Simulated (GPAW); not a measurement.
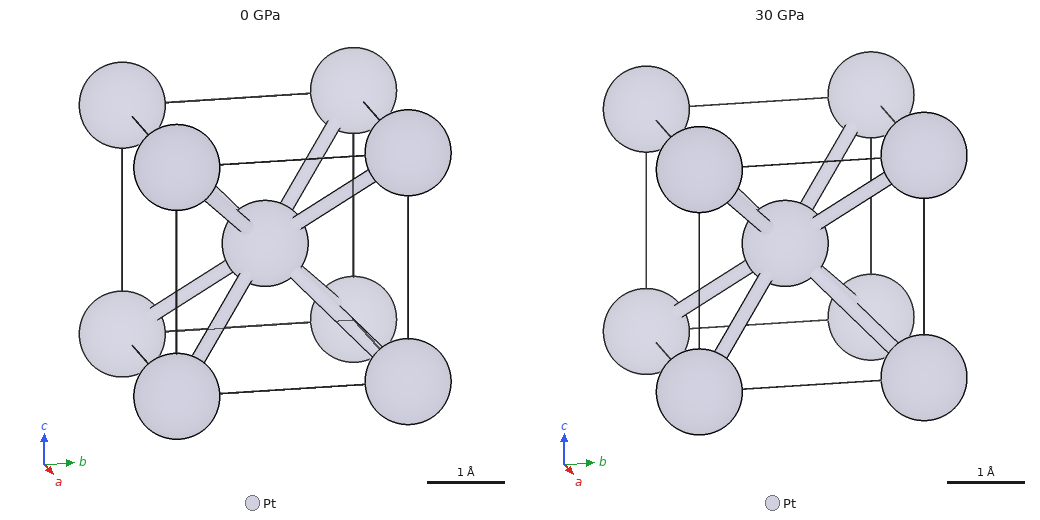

Pt, body-centred cubic (W type), space group Im-3m (No. 229), relaxed (cell and atoms) under a series of hydrostatic pressures; the conventional cell is drawn at the lowest and the highest, to one scale (sticks follow a distance rule). The start was a structure listed in the Materials Project. This isn't the form of Pt at room conditions, which is fcc.

Alike in all runs: GPAW 26.7.0; functional PBEsol; potentials PAW data sets generated in the run's folder for this functional; cutoff 600 eV; k mesh 12 × 12 × 12 on the run's cell of 1 atom; occupations fermi-dirac, width 0.05 eV; no spin polarisation; no spin-orbit coupling.

```tsv
pressure (GPa)	volume (Å³/atom)	a (Å)
0.0	15.168	3.119
1.9	15.061	3.111
4.8	?	?
10.0	14.668	3.084
19.9	14.255	3.055
29.8	13.905	3.030
```

Q: Fit a third-order Birch-Murnaghan equation to the rows given and use it to fill in the volume that is left out.

A: The fit gives V0 = 15.17 Å³/atom, B0 = 274 GPa and B0′ = 5.1, which puts the volume at 4.8 GPa at 14.91 Å³/atom. The run gave volume 14.912 Å³/atom; a 3.101 Å.

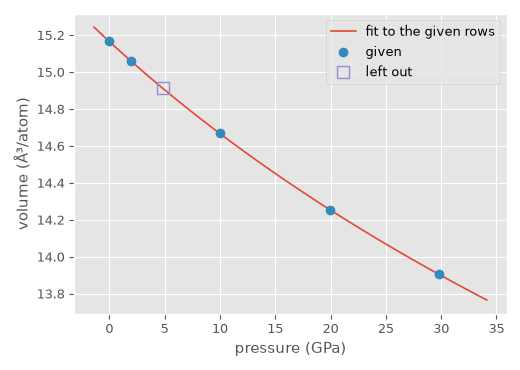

Volume against pressure, with the fit. The structure was kept in its own symmetry, so a change to another phase within this range wouldn't be seen.

Caveat: later steps reuse the first step's grids; spin-orbit coupling is left out, which matters for Pt, if less for volumes and forces than for levels.
